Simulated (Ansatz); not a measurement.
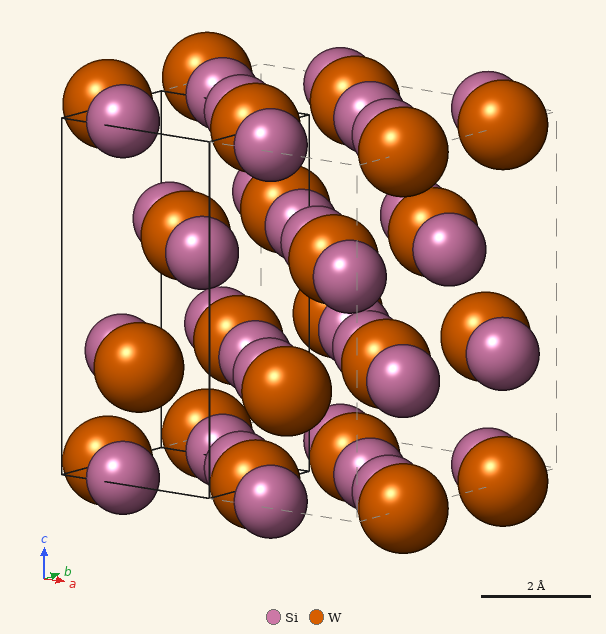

A spheres-only rendering, viewed slightly off an axis. A block of 2×2×1 cells is shown, with one conventional unit cell in solid outline. Cell: a = 4.576 Å, b = 4.576 Å, c = 6.603 Å, α = 90.00°, β = 90.00°, γ = 120.00°.

- The solid is Si₂W.
- Space group P3_212 (No. 153), lattice primitive hexagonal.
- Cell content 6 Si, 3 W; Z = 3.

The structure comes from a structure listed in the Materials Project. The cell was then strained or its atoms displaced on purpose. It was run through Ansatz as a DFT input.

At this level of theory the run's own cell isn't at rest (forces up to 1.2 eV/Å), so its distances can differ from those at equilibrium, the more so the softer the solid.
